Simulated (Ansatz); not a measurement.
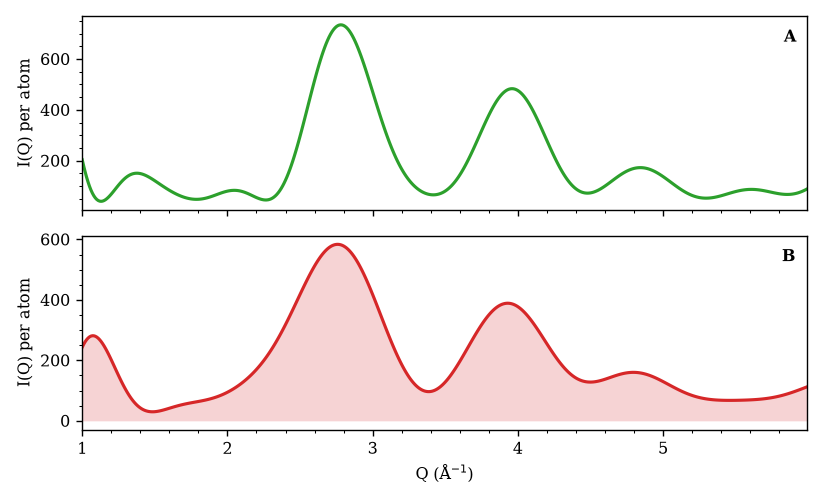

X-ray scattering of spheres cut from the crystal structure of Mn (Pm-3m, a = 2.230 Å, b = 2.230 Å, c = 2.230 Å, α = 90.00°, β = 90.00°, γ = 90.00°), calculated atom by atom with the Debye equation (B = 0.5 Å², no relaxation of the surface). Basis of the simulation: coordinates from a relaxation with DFT, LDA (PW92), plane waves (420 eV) with PAW, scalar-relativistic in Ansatz; the starting structure was generated, so it need not be a known form of this composition.

The spheres are 10 and 14 Å across. Which curve is which?

curve A: 14 Å (123 atoms); curve B: 10 Å (57 atoms). Peak widths go roughly as 2π/D, so the largest sphere has the sharpest peaks.
